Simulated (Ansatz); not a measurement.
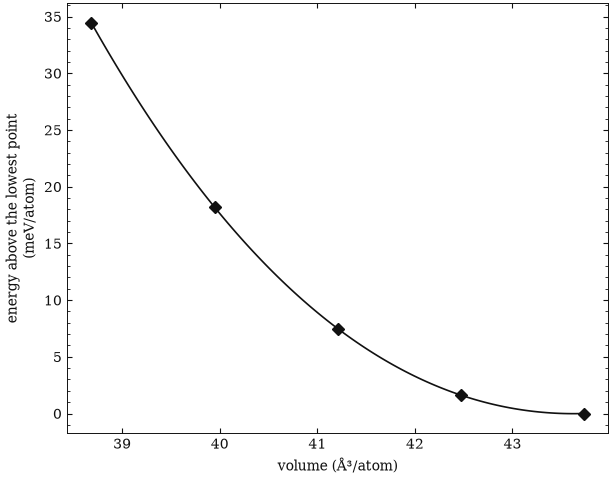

The plot gives the computed energy above the lowest point against volume for Ca, space group Fm-3m (No. 225) (one of a set of cubic test structures, which need not be the stable phase).

Computed with Ansatz 0.2.0 development build: equation of state of a cubic crystal from periodic Kohn-Sham density functional theory without spin, third-order Birch-Murnaghan fit to the free energies; pressure corrected for the finite basis. Level: HSE06.

```json
{"setting": "structure type", "value": "fcc"}
{"setting": "atoms in cell", "value": "1"}
{"setting": "space group number", "value": "225"}
{"setting": "lattice centring", "value": "face-centred primitive"}
{"setting": "k mesh", "value": "6×6×6"}
{"setting": "occupation method", "value": "Fermi–Dirac"}
{"setting": "occupation width", "value": "0.1 eV"}
{"setting": "wave cutoff", "value": "520 eV"}
{"setting": "datasets", "value": "hand-made PAW"}
{"setting": "density tolerance", "value": "0 eV"}
{"setting": "bands", "value": "9"}
{"setting": "density cutoff ratio", "value": "4"}
{"setting": "search for lower states", "value": "default"}
{"setting": "exchange singularity", "value": "regularized"}
```

From this curve and the settings, what does the calculation give for the pressure at the same points?

The pressure falls from 2.447 GPa at volume 38.69 Å³/atom to −0.040 GPa at 43.73 Å³/atom.

```json
{"volume (Å³/atom)": "38.69", "pressure (GPa)": "2.447"}
{"volume (Å³/atom)": "39.95", "pressure (GPa)": "1.695"}
{"volume (Å³/atom)": "41.21", "pressure (GPa)": "1.039"}
{"volume (Å³/atom)": "42.47", "pressure (GPa)": "0.470"}
{"volume (Å³/atom)": "43.73", "pressure (GPa)": "-0.040"}
```

Keep in mind: modest k-mesh, values are not fully converged in k.
